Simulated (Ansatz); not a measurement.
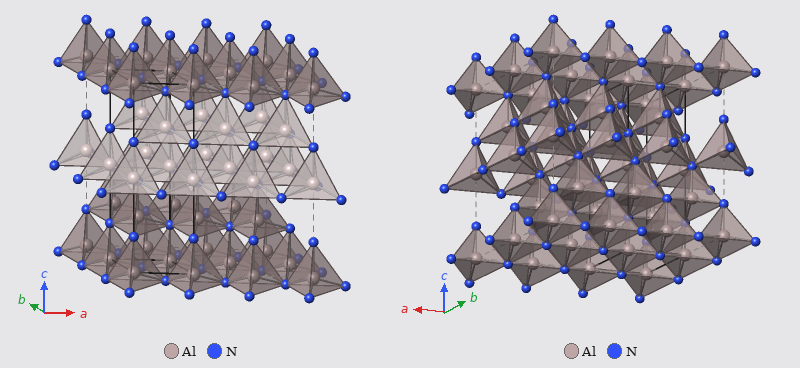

Polyhedra are drawn about Al (bonds: Al–N below 2.1 Å); other atoms are plain spheres. Two views of the same piece.

System AlN (space group P6_3mc, No. 186); source of the atomic positions: the geometry relaxed with DFT, r2SCAN, plane waves, PAW (Ansatz); the starting structure was generated, so it need not be a known form of this composition.

### What figure surrounds each Al atom, and what does it share with the other drawn polyhedra?

Al(2a): AlN4 tetrahedron, sharing corners with twelve neighbours; Al(2b): AlN4 tetrahedron, sharing corners with twelve neighbours.

### How do these polyhedra hang together as a whole?

They form a three-dimensional framework of corner-sharing tetrahedra.
